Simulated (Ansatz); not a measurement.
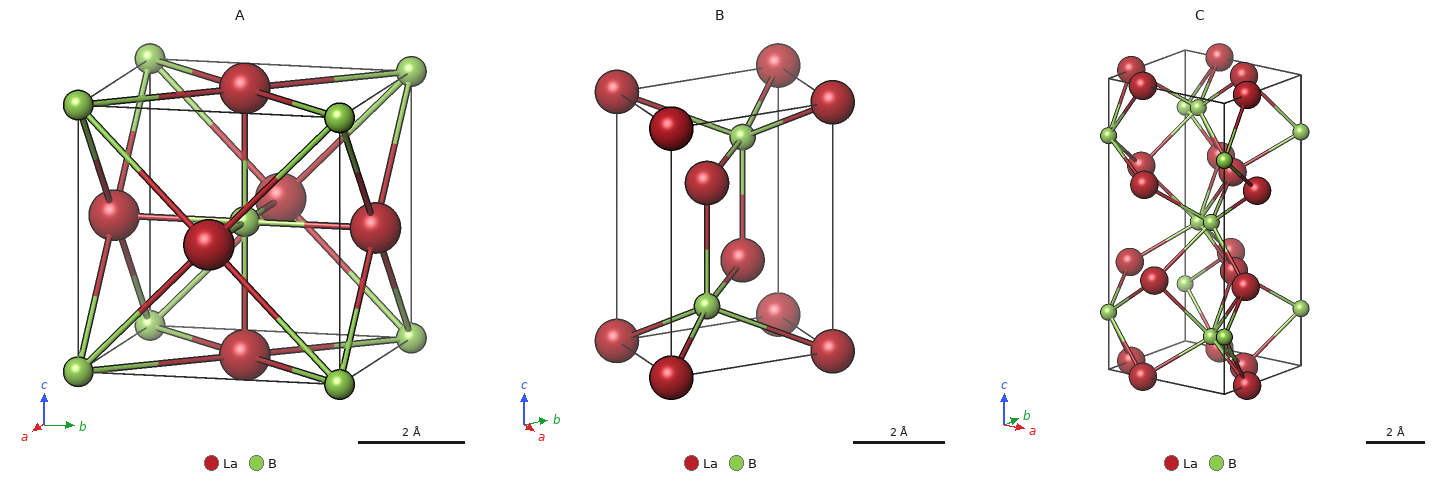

Three structures of La3B2, each relaxed to rest (conventional cells in solid outline, small ones repeated, each panel with its own scale). Method: Ansatz 0.2.0, DFT PBE, scalar-relativistic, plane waves, PAW, without spin polarisation.

Question: Name the structure in each panel.

Answer: A: 5 atoms a cell on a primitive cubic lattice, Pm-3m; B: 5 atoms a cell on a primitive hexagonal lattice, P-3m1; C: 15 atoms a cell on a rhombohedral (trigonal R) lattice, R32.

Question: Which of these is lowest in energy, and how far above it do the others lie?

Answer: B, then C (+110 meV/atom) and A (+400 meV/atom), energies at zero smearing.

Question: Collect the results in a table.

Answer:
| panel | structure | E − E(lowest) (meV/atom) | volume (Å³/atom) | gap (eV) |
| --- | --- | --- | --- | --- |
| B | P-3m1 | 0 | 23.5 | metal |
| C | R32 | 110 | 26.4 | metal |
| A | Pm-3m | 400 | 27.4 | metal |

Some of these may be structure types tried for this composition rather than known phases, and the most stable form need not be among them. Gaps are taken on the k-mesh or band path of each run.
